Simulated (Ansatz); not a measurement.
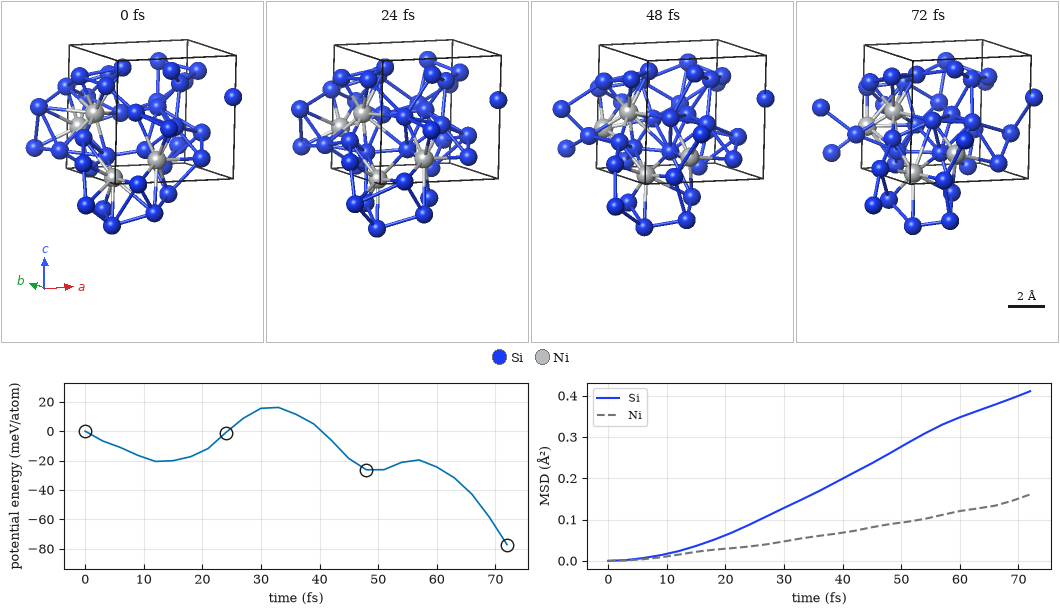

A Born-Oppenheimer molecular dynamics run of an amorphous cell of composition Si$_{5}$Ni (24 atoms in the cell), 72 fs long. Frames and the history of the run. Style: ball-and-stick. Shown: the simulation cell, slightly off an axis. Bonds to atoms that aren't drawn are left out.

Method: DFT PBE, scalar-relativistic, plane waves, PAW (Ansatz). Set-up: plane-wave cutoff 320 eV; k-point mesh 1 × 1 × 1; Fermi-Dirac smearing 0.212 eV; set temperature 2460 K; time step 3 fs.

### What happens in this trajectory?

The mean temperature in the second half is 2622 K (standard deviation 254 K). The potential energy is still drifting at the end, so the run hasn't reached equilibrium. The potential energy in the second half lies on average 25.9 meV per atom below the first frame. The mean pressure there is 12.8 GPa. In the second half of the run the atoms are, in the root-mean-square, this far from where they began (common drift taken out): Si 0.55 Å, Ni 0.32 Å. The run lasts only 72 fs, too short to tell vibration from diffusion. Bond changes: 3 Si–Si bonds form between 42 fs and 72 fs; 4 Si–Si bonds break between 45 fs and 54 fs.

Limits of the set-up: the cutoff lies below the recommended one; the periodic images lie only 7.1 Å apart, so the values are limited by the cell's size; an element that often carries a moment was run without spin polarisation.

The run took 100 s on 2 threads of Intel(R) Xeon(R) Processor @ 2.50GHz (Skylake/Cascade Lake), on a shared host, peak memory 0.48 GiB.
